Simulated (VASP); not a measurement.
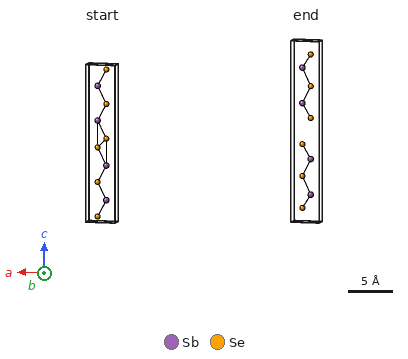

The structure of solid Sb2Se3 (a generated structure, set up in P6_3/mmc) before (left) and after (right) a relaxation, at one scale.

The picture is a ball-and-stick view of the cell of the calculation, seen from a free direction.

The run lets cell and atoms move.

Method: Kohn-Sham DFT of a periodic cell, PBE, VASP PAW PBE potentials, recommended (VASP 6.6.1).

Input file:
```
ALGO = Fast
EDIFF = 1E-4
EDIFFG = -0.08
ENCUT = 520
GGA = PE
IBRION = 2
ISIF = 3
ISMEAR = 0
KPAR = 2
LASPH = True
LCHARG = False
LREAL = Auto
LWAVE = False
NELM = 60
NSW = 24
PREC = Normal
SIGMA = 0.15
```

Launched with:
```bash
cat potpaw_PBE.64/Sb/POTCAR potpaw_PBE.64/Se/POTCAR > POTCAR
mpirun -np 2 vasp_std > vasp.out
```

Question: Summarise the run.

Answer: Over 14 geometry steps the energy falls by 468 meV per atom. Largest force component: 2.5 eV/Å at the start, 0.068 eV/Å at the end. The pressure goes from 0.29 to −0.11 GPa. The largest moves relative to the cell, 0.92 Å, are those of Se atoms. By element the largest moves are Se 0.92 Å, Sb 0.25 Å. The volume changes by +7.0 %, with a = b 4.152 → 4.003 Å (−3.6 %), c 18.237 → 20.991 Å (+15.1 %). Among the contacts that change: Sb–Se 3.109 → 4.753 Å, Se–Se 2.644 → 3.889 Å, Sb–Se 3.119 → 2.825 Å, Sb–Se 3.127 → 3.095 Å. Bonds break: Sb–Se (3.11 → 4.75 Å), Se–Se (2.64 → 3.89 Å). Among the angles between lasting bonds that change: Sb–Se–Sb 83.5° → 90.2°, Se–Sb–Se 83.5° → 90.2°, Sb–Se–Sb 79.9° → 83.4°. The space group stays P6_3/mmc (No. 194). It ran on 2 threads of Intel(R) Xeon(R) Platinum 8488C (Sapphire Rapids) (shared host).
